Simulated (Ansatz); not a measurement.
Ge

```
Ge
1.0
    -1.63254   -1.56312    1.85667
     1.64855   -1.58576   -1.86236
     1.64928    1.56975    1.87673
Ge
1
Direct
  0.00000 0.00000 0.00000
```

Space group P-1; a generated structure, not necessarily the stable one; changed on purpose from its base cell (cell strained at random at fixed volume).

The calculation used Ansatz, Kohn-Sham DFT of a periodic cell, PBE, Ansatz PAW.

Predict the valence pseudo-density and electron localisation function between the atoms.

Answer. Ge–Ge (2.93 Å): ρ at the midpoint is about 0.2 e/Å³; the ELF is about 0.40 at the midpoint.

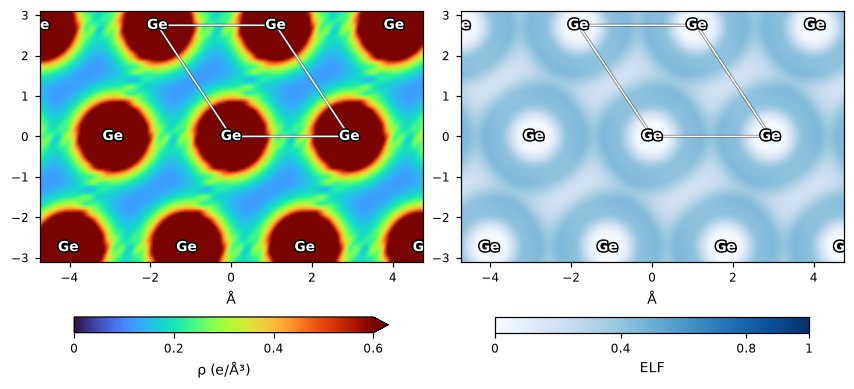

Computed valence pseudo-density and electron localisation function on the (011̄) plane of the conventional cell, in this order. 

The density is the valence pseudo-density of a PAW calculation; it isn't the true density close to the nuclei.
